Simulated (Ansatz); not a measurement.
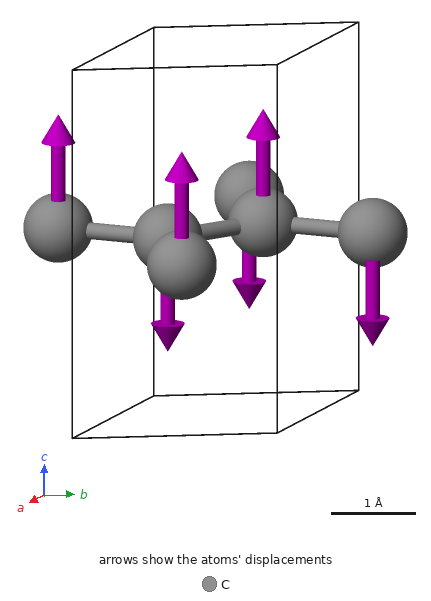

One vibrational mode of solid C (a generated structure) at the zone centre. Displacements are drawn as purple arrows; their common scale and sign are arbitrary. The picture is a ball-and-stick view of the cell of the calculation, seen slightly off an axis.

Computed with DFT PBE, scalar-relativistic, plane waves, PAW (Ansatz).

Input
```yaml
crystal:
  lattice:
    - [2.4665073672, 0.0, 0.0]
    - [-1.2332536836, 2.1360580386, 0.0]
    - [0.0, 0.0, 4.5187044161]
  atoms:
    - { symbol: C, position: [0.3333333333, 0.6666666667, 0.5] }
    - { symbol: C, position: [0.6666666667, 0.3333333333, 0.5] }
basis:
  ecutwfc: 420
kpoints:
  mp_grid: { grid: [24, 24, 12] }
hamiltonian:
  xc: pbe
scf:
  occupations: { method: fermi_dirac, width: 0.15 }
output:
  eigenvalues: true
phonons:
  method: dfpt
  eigenvectors: true
```

Command:
```bash
ansatz run input.yaml --threads 1 --pin off --max-ram 2560MiB --backend cpu --events-out ev --progress --plain --runs-dir out
```

The frequencies depend somewhat on the k-mesh and the smearing.

### What mode is this, and where does it lie in the spectrum?

This is the B₁g mode at 872 cm⁻¹, the lowest optical level, silent by symmetry (neither infrared- nor Raman-active). All motion is along c; atoms of one kind move against one another, with no net shift of their sublattice; the C–C bond lengths don't change to first order, so for these it is a bending, tilting or sliding motion.

Limits of the set-up: layers or molecules are held without a dispersion correction, so their spacing is unreliable.
